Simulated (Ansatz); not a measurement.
# Ti12H: geometry relaxation (part 1 of 2)

- system: Ti12H (defect cell, 13 atoms in the cell)
- method: DFT PBE, scalar-relativistic, plane waves, PAW, no spin polarisation (Ansatz 0.2.0)

It belongs to a series of runs on one base structure; here: end point B relaxed. Figures and captions count atoms from 1; the log counts them from 0 in places.

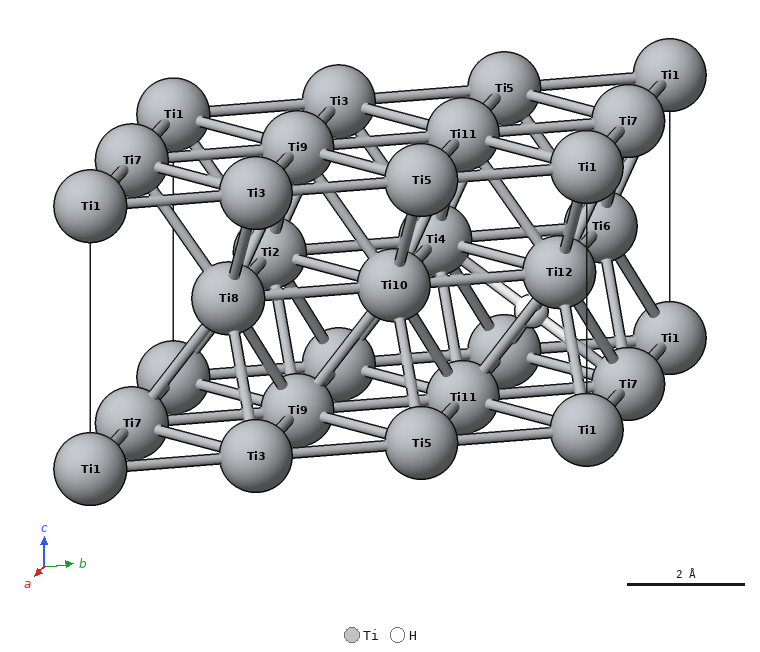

Fig. 1: The starting structure (ball-and-stick view of the cell of the calculation, seen slightly off an axis; atoms are numbered from 1 in the order of the input). An atom can appear more than once, as a periodic image. Near neighbours in the periodic cell (some may lie outside the picture): Ti has 12 Ti at 2.90 to 2.95 Å; Ti has 1 H at 2.04 to 2.09 Å and 12 Ti at 2.90 to 2.95 Å; H has 6 Ti at 2.04 to 2.09 Å.

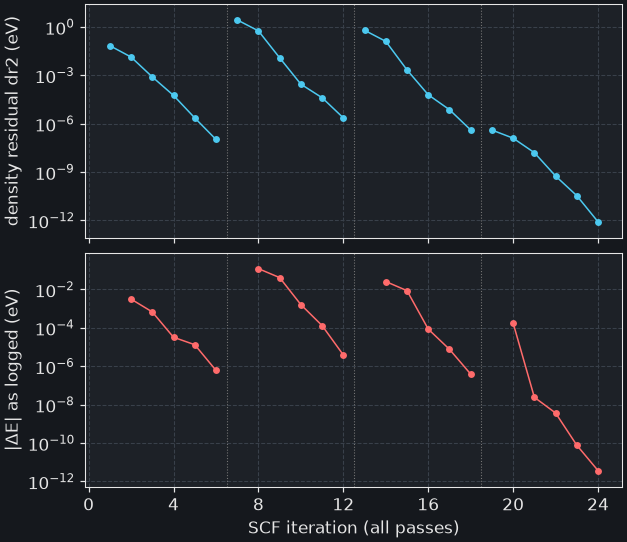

Fig. 2: Convergence of the self-consistent field: density residual dr2 and size of the energy change against the SCF iteration. The dotted lines part the SCF passes of the relaxation: geometry steps, rejected trials and re-solves on a re-selected basis. The passes take 6, 6, 6 and 6 iterations.

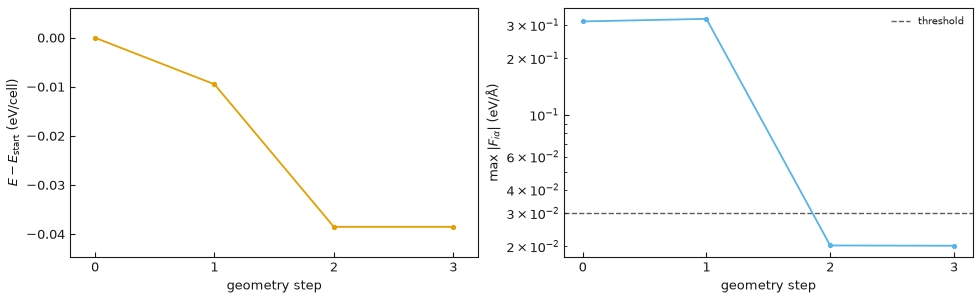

Fig. 3: Progress of the relaxation, step by step (the first geometry is step 0 here and step 1 in the log).

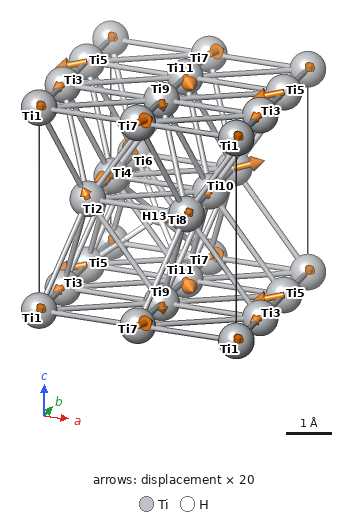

Fig. 4: The starting structure with the displacements as orange arrows, magnified 20 times (ball-and-stick view of the cell of the calculation, seen slightly off an axis). The energy falls by 38.5 meV per cell of the calculation in 3 geometry steps. The largest force component goes from 0.31 to 0.02 eV/Å. The atom that moves furthest is Ti5 (0.038 Å). By element the largest moves are Ti 0.038 Å, H 0.021 Å. The cell stays as it was. Distances before and after: Ti5–Ti11 2.950 → 2.890 Å, Ti4–Ti12 2.950 → 3.009 Å, Ti5–H13 2.043 → 2.096 Å, Ti6–H13 2.054 → 2.097 Å. (Atoms are counted from 1 in the order of the input.)

These pictures come from the run below.

The input
```yaml
crystal:
  lattice:
    - [5.9, 0.0, 0.0]
    - [-4.425, 7.664325, 0.0]
    - [0.0, 0.0, 4.6846]
  atoms:
    - { symbol: Ti, position: [0.0, 0.0, 0.0] }
    - { symbol: Ti, position: [0.16666666, 0.22222222, 0.5] }
    - { symbol: Ti, position: [-1.0e-08, 0.33333333, 0.0] }
    - { symbol: Ti, position: [0.16666666, 0.55555554, 0.5] }
    - { symbol: Ti, position: [-1.0e-08, 0.66666665, 0.0] }
    - { symbol: Ti, position: [0.16666665, 0.88888887, 0.5] }
    - { symbol: Ti, position: [0.5, 0.0, 0.0] }
    - { symbol: Ti, position: [0.66666666, 0.22222222, 0.5] }
    - { symbol: Ti, position: [0.49999999, 0.33333333, 0.0] }
    - { symbol: Ti, position: [0.66666666, 0.55555554, 0.5] }
    - { symbol: Ti, position: [0.49999999, 0.66666665, 0.0] }
    - { symbol: Ti, position: [0.66666665, 0.88888887, 0.5] }
    - { symbol: H, position: [0.32767985, 0.7761029, 0.24997266] }
basis:
  ecutwfc: 420.0
kpoints:
  mp_grid: { grid: [4, 3, 5] }
hamiltonian:
  xc: pbe
scf:
  occupations: { method: fermi_dirac, width: 0.15 }
  lower_state_search: "off"
relax:
  f_tol: 0.03
  max_steps: 60
  adjacent_minimum: "off"
```

Launch command:
```bash
ansatz run input.yaml --threads 4 --pin off --max-ram 10240MiB --backend cpu --events-out ev --progress --plain --runs-dir out
```

What the program printed
```
band count auto-derived: 90 (N_el = 145.0; filled up to band 73; 87 by the electrons, moments and atoms)
Engine: ansatz 0.2.0, x86_64-unknown-linux-gnu
Pseudopotentials: kind: paw
Pseudopotential: Ti, paw, valence charge 12, recommended cutoff 420 eV (normal), Ti.paw.azcp
Pseudopotential: H, paw, valence charge 1, recommended cutoff 420 eV (normal), H.paw.azcp
Functional definition: PBE
  parameter kappa = 0.804
  parameter beta = 0.06672455060314922
  exchange = pbe_x(kappa = kappa, mu = beta*pi^2/3)
  correlation = pbe_c(beta = beta)
Crystal: 13 atoms, lattice volume = 211.835 Å³
Basis set: ecut = 420 eV, 4161 PW (Γ), exchange–correlation on 80×120×64 points (8 copies of the dense FFT grid, shifted against one another)
Bands: 90, of which v1, the nominal top of the filled ones, is band 73 counted from 1 (72 counted from 0)
Symmetry: 1 space group operations
Space group: P1 (ITA 1), of the structure as read, at distance tolerance 6.0e-5 Å
k-points: 31 of 60 (time reversal used)
Non-local potential: Ti, projectors of the file, l = 0: 3, l = 1: 2, l = 2: 3, l = 3: 1
Non-local potential: H, projectors of the file, l = 0: 2, l = 1: 1
PAW form: soft (Blöchl's): semilocal exchange-correlation on the pseudo side does not see the compensation charge
PAW one-centre angular grid: Ti, 590 points (default); XC on 64 Gauss nodes
PAW one-centre angular grid: H, 110 points (default); XC on 64 Gauss nodes
Initial density: superposition of atomic densities (neutral atoms: chi_scale 0, normalization atom), corrected by the library's trained network
Initial wavefunctions: pseudopotential atomic-orbital guess
Functional: x = pbe(κ = 0.804, μ = 0.2195149727645171), c = pbe(β = 0.06672455060314922)
SCF iter   1: F=—  HF=-30012.853091 eV  |F-HF|=—  |Δ(HF+E_count)|=         —  Δρ=4.67e-3  dr2=6.85e-2  ethr=1.77e-3  ⟨swp⟩=6.6  Hψ=10728  notcnv=0
preconditioner: auto → Kerker (q_TF=auto, 2.561 Å⁻¹)  [metal: Δε(μ)=0.023 eV  Ē_g=2.607 eV  σ=0.150 eV  W_gap=0.04  n_scr=64 (ndim 8)  ℏωp=17.9 eV  f_vac=0.000  D(μ)=15.98/eV (n_scr^D=192)]
SCF iter   2: F=—  HF=-30012.849946 eV  |F-HF|=—  |Δ(HF+E_count)|=   3.14e-3  Δρ=2.23e-3  dr2=1.35e-2  ethr=4.72e-5  ⟨swp⟩=1.9  Hψ=3468  notcnv=0
SCF iter   3: F=—  HF=-30012.850619 eV  |F-HF|=—  |Δ(HF+E_count)|=   6.73e-4  Δρ=5.68e-4  dr2=7.92e-4  ethr=9.31e-6  ⟨swp⟩=2.1  Hψ=3718  notcnv=0
SCF iter   4: F=—  HF=-30012.850587 eV  |F-HF|=—  |Δ(HF+E_count)|=   3.23e-5  Δρ=1.59e-4  dr2=5.64e-5  ethr=5.46e-7  ⟨swp⟩=2.2  Hψ=4062  notcnv=0
iter 5 did not close the SCF: its close was put off for the readings that it lacked (scf_convergence_deferred on its scf_iter line)
SCF iter   5: F=-30012.850574 eV  HF=-30012.850574 eV  |F-HF|=3.03e-7  |Δ(HF+E_count)|=   1.32e-5  Δρ=4.18e-5  dr2=2.28e-6  ethr=3.89e-8  ⟨swp⟩=3.4  Hψ=6405  notcnv=0
SCF iter   6: F=-30012.850574 eV  HF=-30012.850574 eV  |F-HF|=2.04e-8  |Δ(HF+E_count)|=   6.10e-7  Δρ=8.07e-6  dr2=1.05e-7  ethr=1.57e-9  ⟨swp⟩=1.2  Hψ=7024  notcnv=0
SCF 1 converged in 6 iterations: F = -30012.850574 eV  dr2 = 1.05e-7
  greatest PAW one-centre occupation: 0.999 electrons in one spin orbital (limit 2), on the Ti atom at site 1 (counted from 0), in its partial waves of l = 0
relax step   1: F+E_penalty+E_count = -30012.85057438 eV  Δ(F+E_penalty+E_count) = +0.000e0 eV  max|allowed force component| = 3.144e-1 eV/Å  Δτ_max = 0.0000 Å  (6 SCF iters, dr2 threshold 2.25e-5 eV, accepted)
Initial density: handed on by an earlier stage of this run
Initial wavefunctions: those handed on with the density
iter 1 solved again at ethr=1.97e-3 eV; its pass at ethr=3.10e-3 eV (dr2=2.85e0 eV) is discarded
SCF iter   1: F=—  HF=-30013.023827 eV  |F-HF|=—  |Δ(HF+E_count)|=         —  Δρ=1.64e-2  dr2=2.72e0  ethr=1.97e-3  ⟨swp⟩=1.0  Hψ=8558  notcnv=0
preconditioner: auto → Kerker (q_TF=auto, 2.561 Å⁻¹)  [metal: Δε(μ)=0.001 eV  Ē_g=2.603 eV  σ=0.150 eV  W_gap=0.00  n_scr=64 (ndim 8)  ℏωp=17.9 eV  f_vac=0.000  D(μ)=15.78/eV (n_scr^D=190)]
SCF iter   2: F=—  HF=-30012.902924 eV  |F-HF|=—  |Δ(HF+E_count)|=   1.21e-1  Δρ=6.63e-3  dr2=5.66e-1  ethr=1.88e-3  ⟨swp⟩=1.0  Hψ=2790  notcnv=0
SCF iter   3: F=—  HF=-30012.861535 eV  |F-HF|=—  |Δ(HF+E_count)|=   4.14e-2  Δρ=1.41e-3  dr2=1.21e-2  ethr=3.90e-4  ⟨swp⟩=1.1  Hψ=3060  notcnv=0
SCF iter   4: F=—  HF=-30012.859919 eV  |F-HF|=—  |Δ(HF+E_count)|=   1.62e-3  Δρ=2.96e-4  dr2=2.80e-4  ethr=8.35e-6  ⟨swp⟩=2.2  Hψ=4120  notcnv=0
SCF iter   5: F=—  HF=-30012.860050 eV  |F-HF|=—  |Δ(HF+E_count)|=   1.31e-4  Δρ=9.76e-5  dr2=4.06e-5  ethr=1.93e-7  ⟨swp⟩=2.3  Hψ=4071  notcnv=0
SCF iter   6: F=-30012.860045 eV  HF=-30012.860046 eV  |F-HF|=1.46e-6  |Δ(HF+E_count)|=   3.86e-6  Δρ=2.83e-5  dr2=2.29e-6  ethr=4.26e-9  ⟨swp⟩=4.0  Hψ=8510  notcnv=0
SCF 2 converged in 6 iterations: F = -30012.860045 eV  dr2 = 2.29e-6
  greatest PAW one-centre occupation: 0.999 electrons in one spin orbital (limit 2), on the Ti atom at site 0 (counted from 0), in its partial waves of l = 0
relax step   2: F+E_penalty+E_count = -30012.86004501 eV  Δ(F+E_penalty+E_count) = -9.471e-3 eV  max|allowed force component| = 3.245e-1 eV/Å  Δτ_max = 0.0699 Å  (6 SCF iters, dr2 threshold 6.18e-6 eV, accepted)
iter 1 solved again at ethr=4.08e-4 eV; its pass at ethr=3.10e-3 eV (dr2=5.91e-1 eV) is discarded
SCF iter   1: F=—  HF=-30012.923642 eV  |F-HF|=—  |Δ(HF+E_count)|=         —  Δρ=7.64e-3  dr2=6.16e-1  ethr=4.08e-4  ⟨swp⟩=1.0  Hψ=7622  notcnv=0
preconditioner: auto → Kerker (q_TF=auto, 2.561 Å⁻¹)  [metal: Δε(μ)=0.005 eV  Ē_g=2.613 eV  σ=0.150 eV  W_gap=0.01  n_scr=64 (ndim 8)  ℏωp=17.9 eV  f_vac=0.000  D(μ)=16.05/eV (n_scr^D=192)]
SCF iter   2: F=—  HF=-30012.897825 eV  |F-HF|=—  |Δ(HF+E_count)|=   2.58e-2  Δρ=3.10e-3  dr2=1.27e-1  ethr=4.08e-4  ⟨swp⟩=1.0  Hψ=2790  notcnv=0
SCF iter   3: F=—  HF=-30012.889184 eV  |F-HF|=—  |Δ(HF+E_count)|=   8.64e-3  Δρ=6.19e-4  dr2=2.15e-3  ethr=8.75e-5  ⟨swp⟩=1.2  Hψ=2798  notcnv=0
SCF iter   4: F=—  HF=-30012.889098 eV  |F-HF|=—  |Δ(HF+E_count)|=   8.60e-5  Δρ=1.31e-4  dr2=6.19e-5  ethr=1.48e-6  ⟨swp⟩=3.1  Hψ=4587  notcnv=0
SCF iter   5: F=—  HF=-30012.889091 eV  |F-HF|=—  |Δ(HF+E_count)|=   7.61e-6  Δρ=4.02e-5  dr2=7.36e-6  ethr=4.27e-8  ⟨swp⟩=3.4  Hψ=4364  notcnv=0
SCF iter   6: F=-30012.889090 eV  HF=-30012.889090 eV  |F-HF|=2.93e-7  |Δ(HF+E_count)|=   3.88e-7  Δρ=1.28e-5  dr2=4.08e-7  ethr=4.54e-9  ⟨swp⟩=3.9  Hψ=7821  notcnv=0
SCF 3 converged in 6 iterations: F = -30012.889090 eV  dr2 = 4.08e-7
relax step   3: F+E_penalty+E_count = -30012.88909001 eV  Δ(F+E_penalty+E_count) = -2.905e-2 eV  max|allowed force component| = 2.024e-2 eV/Å  Δτ_max = 0.0365 Å  (6 SCF iters, dr2 threshold 6.58e-6 eV, accepted)
iter 1 solved again at ethr=2.78e-10 eV; its pass at ethr=3.10e-3 eV (dr2=4.03e-7 eV) is discarded
SCF iter   1: F=—  HF=-30012.888913 eV  |F-HF|=—  |Δ(HF+E_count)|=         —  Δρ=1.28e-5  dr2=4.03e-7  ethr=2.78e-10  ⟨swp⟩=2.5  Hψ=7089  notcnv=0
preconditioner: auto → Kerker (q_TF=auto, 2.561 Å⁻¹)  [metal: Δε(μ)=0.002 eV  Ē_g=2.607 eV  σ=0.150 eV  W_gap=0.00  n_scr=64 (ndim 8)  ℏωp=17.9 eV  f_vac=0.000  D(μ)=15.89/eV (n_scr^D=190)]
SCF iter   2: F=—  HF=-30012.889090 eV  |F-HF|=—  |Δ(HF+E_count)|=   1.77e-4  Δρ=6.73e-6  dr2=1.26e-7  ethr=2.78e-10  ⟨swp⟩=3.1  Hψ=5721  notcnv=0
iter 3 did not close the SCF: its close was put off for the readings that it lacked (scf_convergence_deferred on its scf_iter line)
SCF iter   3: F=-30012.889090 eV  HF=-30012.889090 eV  |F-HF|=7.31e-9  |Δ(HF+E_count)|=   2.40e-8  Δρ=2.27e-6  dr2=1.59e-8  ethr=8.69e-11  ⟨swp⟩=2.3  Hψ=3437  notcnv=0
iter 4 did not close the SCF: its close was put off for the readings that it lacked (scf_convergence_deferred on its scf_iter line)
SCF iter   4: F=-30012.889090 eV  HF=-30012.889090 eV  |F-HF|=4.77e-10  |Δ(HF+E_count)|=   3.65e-9  Δρ=3.07e-7  dr2=5.68e-10  ethr=1.10e-11  ⟨swp⟩=2.1  Hψ=3684  notcnv=0
iter 5 did not close the SCF: its close was put off for the readings that it lacked (scf_convergence_deferred on its scf_iter line)
SCF iter   5: F=-30012.889090 eV  HF=-30012.889090 eV  |F-HF|=2.55e-11  |Δ(HF+E_count)|=  7.64e-11  Δρ=8.55e-8  dr2=3.42e-11  ethr=1.00e-12  ⟨swp⟩=2.3  Hψ=2906  notcnv=0
SCF iter   6: F=-30012.889090 eV  HF=-30012.889090 eV  |F-HF|=7.28e-12  |Δ(HF+E_count)|=  3.64e-12  Δρ=1.84e-8  dr2=8.19e-13  ethr=1.00e-12  ⟨swp⟩=1.0  Hψ=5704  notcnv=0
SCF 4 converged in 6 iterations: F = -30012.889090 eV  dr2 = 8.19e-13
relax step   4: F+E_penalty+E_count = -30012.88909021 eV  Δ(F+E_penalty+E_count) = -2.006e-7 eV  max|allowed force component| = 2.017e-2 eV/Å  Δτ_max = 0.0000 Å  (6 SCF iters, accepted)
NSCF: frozen V_eff on 31 k-points
the band table was solved once a step of the walk had ended and its energy, with any forces and stress, was formed, with the checks that follow a solve (10017 applications of the Hamiltonian). They found nothing against the state; the energy, forces and stress were not computed again (output.eigenvalues in the input reference)
SCF converged after 6 iterations
Free energy (F): -30012.889090 eV
Harris-Foulkes:  -30012.889090 eV  (|F-HF|=7.28e-12)
Internal energy: -30011.661620 eV  (E = F + TS)
E sigma→0 (E₀):  -30012.275355 eV
Entropy (-TS):   -1.227470 eV (-94.421 meV/atom)
Fermi energy:    13.191313 eV
```
